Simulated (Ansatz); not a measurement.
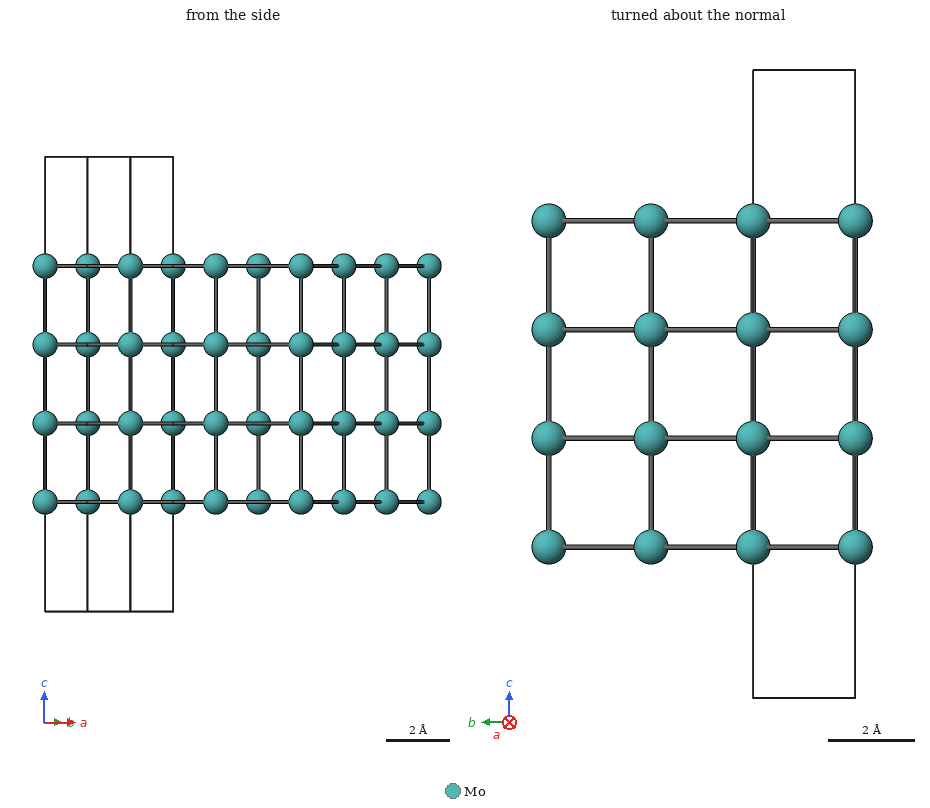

A ball-and-stick picture of a periodic slab, seen from the side and turned about the normal. The surface normal points up in side views; the box is the simulation cell. 3×3 cells are drawn in the plane, with atoms at the edges repeated.

The cell holds 4 Mo.

Question: Read the thickness off the scale bar.

Answer: About 8 Å from the lowest to the highest atom, with about 7 Å of vacuum to the next image.

Question: What layers make up the slab, from top to bottom?

Answer: Four planes: Mo / Mo / Mo / Mo.

Question: What is bonded to what?

Answer: Mo takes two kinds of site: two a cell with seven Mo at about 2.5 to 2.7 Å; two a cell with eight Mo at about 2.5 to 2.7 Å. The bonds build Mo layers parallel to the surface.

Provenance: a structure listed in the Materials Project. The cell was then strained or its atoms displaced on purpose. It went into a calculation with Ansatz.

At this level of theory the run's own cell isn't at rest (forces up to 0.7 eV/Å), so its distances can differ from those at equilibrium, the more so the softer the solid.
